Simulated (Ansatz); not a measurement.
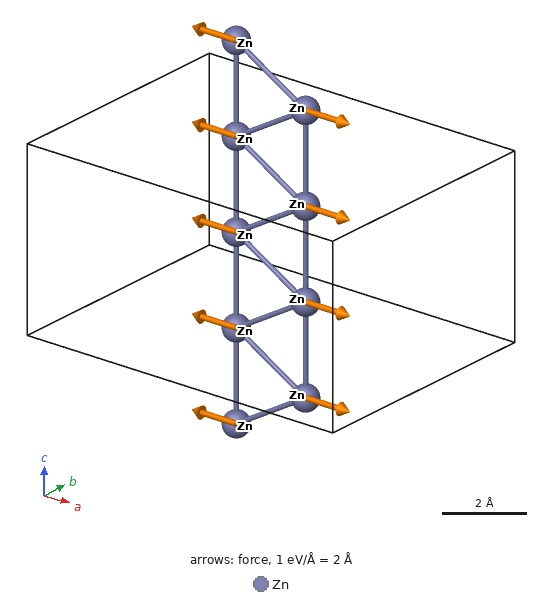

Starting geometry of a wire of composition Zn with the computed forces as orange arrows. Style: ball-and-stick. Shown: the 2 repeat of the cell, with the vacuum cut short, from a free direction.

Case: strip chain of atoms.

These are results of DFT PBE, scalar-relativistic, plane waves, PAW (Ansatz 0.2.0), not measurements. Settings: plane-wave cutoff 420 eV; k-point mesh 1 × 1 × 26; occupations gaussian; smearing width 0.05 eV; collinear spin; cell relaxed at fixed a, b, alpha, beta, gamma; force threshold 0.01 eV/Å; at most 45 steps.

Question: What follows when this structure is relaxed?

Answer: It isn't relaxed: the largest force vector, on Zn atoms, is 0.69 eV/Å. The atoms end up moving mostly along the starting forces (cosine between the two patterns 1.00). The largest moves relative to the layer's centre, 0.13 Å, are those of Zn atoms. Along the periodic axis the drawn cell goes c 5.024 → 5.009 Å (−0.3 %). Near-neighbour distances that change, for instance: Zn–Zn 2.475 → 2.705 Å, Zn–Zn 2.512 → 2.505 Å. Bond angles that change, for instance: Zn–Zn–Zn 61.0° → 55.2°, Zn–Zn–Zn 59.5° → 62.4°, Zn–Zn–Zn 120.5° → 117.6°. Over 4 accepted moves (5 points after the start) the energy falls by 83.8 meV per cell of the calculation. Largest force component: 0.69 eV/Å at the start, 0.0092 eV/Å at the end. At 1 point the geometry stayed and the basis and grid were re-selected for the new cell (energy shift of 0.1 meV per cell of the calculation at most each time). The program noted that the starting moments weren't kept.

Limits of the set-up: the k-point mesh is coarse for a cell with partly filled bands.
